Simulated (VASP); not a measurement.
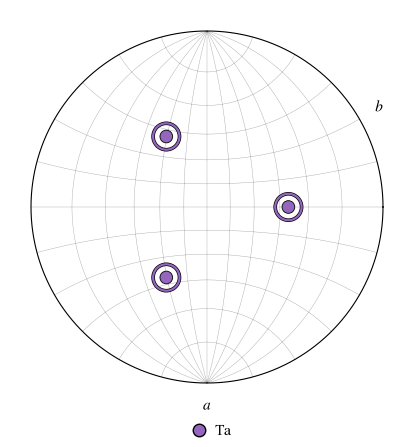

Crystal: TaN, an entry of the Crystallography Open Database, as set up for an electronic-structure calculation. Directions from one nitrogen atom at (2/3, 1/3, 0) to its bonded neighbours, in stereographic projection down c (filled: above the plane of the page or in it, open: below). The drawing is computed from the coordinates (standard cell, symmetry found to 0.002 Å).

Neighbours are counted up to 2.85 Å for Ta.

```
Ta N
1.0
     2.93800    0.00000    0.00000
    -1.46900    2.54438    0.00000
     0.00000    0.00000    2.88300
Ta N
1 1
Direct
  0.00000 0.00000 0.50000
  0.66667 0.33333 0.00000
```

**How many neighbours are there, and at what angles?**

6: 6 Ta at 2.23 Å. Angles between bonds: 81° (3×), 83° (6×), 135° (6×).

**What is the site's symmetry in the crystal?**

Point group -6m2 (D3h), order 12: one −6 axis, three twofold axes, four mirror planes. In No. 187, P-6m2 this is Wyckoff position 1e.
